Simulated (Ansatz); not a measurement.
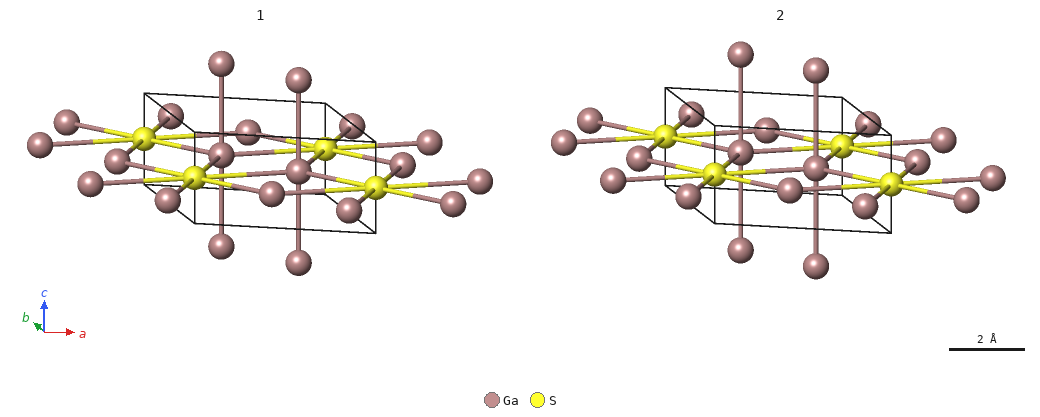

Two geometries of solid Ga₂S (a generated structure, set up in P6/mmm), drawn at one scale. One is the start of a relaxation, the other its converged end. Style: ball-and-stick. Shown: the cell of the calculation, slightly off an axis.

Computed with DFT PBE, scalar-relativistic, plane waves, PAW in Ansatz. (plane-wave cutoff 420 eV; k-point mesh 12 × 12 × 18; occupations gaussian; smearing width 0.1 eV; no spin polarisation; cell and atoms relaxed; force threshold 0.01 eV/Å; at most 80 steps)

Which of the two is the end point?

Structure 1 is the relaxed one. No atom moves by more than 0.005 Å relative to the cell. The volume changes by −1.8 %, with a = b 4.928 → 5.057 Å (+2.6 %), c 2.708 → 2.526 Å (−6.7 %). Some distances before and after: Ga–Ga 2.708 → 2.526 Å, Ga–S 2.845 → 2.920 Å. The space group stays P6/mmm (No. 191). Over 4 accepted moves (6 points after the start) the energy falls by 23.6 meV per atom. All forces vanish by symmetry, so only the cell relaxes. The pressure goes from −0.65 to −0.03 GPa. The line search rejected the trial step at point 3 of the run. The SCF was repeated once at an unchanged geometry on a basis and grid sized afresh for the cell, which shifted the energy by 0.1 meV per atom at most. Cost: 66 s on 1 thread of Intel(R) Xeon(R) Platinum 8488C (Sapphire Rapids) (shared host), peak memory 0.53 GiB.
